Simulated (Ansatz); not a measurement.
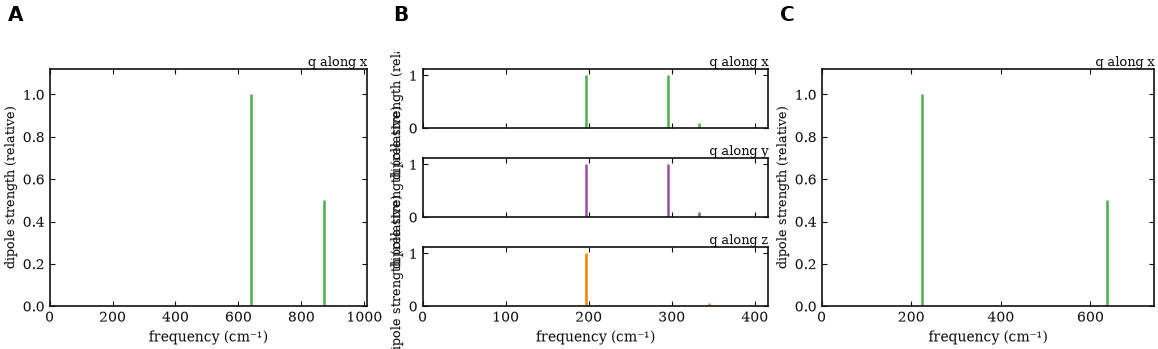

Each panel shows the polar optical modes, transverse and longitudinal, approaching the zone centre along x for one of these solids: AlN, F-43m (No. 216), 10.6 Å³/atom; SnS₂, P-3m1 (No. 164), 24.1 Å³/atom; ZrO₂, Fm-3m (No. 225), 11.1 Å³/atom.

Computed with Ansatz 0.2.0: optical phonons of an insulator on the approach to the zone centre along x, y and z with the field of polar modes, imaginary frequencies are negative, field response on a mesh refined by the program; plane waves with PAW datasets. Level: PBE, no spin polarisation.

**Which panel belongs to which solid?**

A is AlN (strongest line at 639.4, highest clear line at 873.3 cm⁻¹); B is SnS₂ (strongest line at 197.1, highest clear line at 295.7 cm⁻¹); C is ZrO₂ (strongest line at 224.4, highest clear line at 636.2 cm⁻¹).

For SnS₂, limits of the calculation: weakly bound, no dispersion correction.
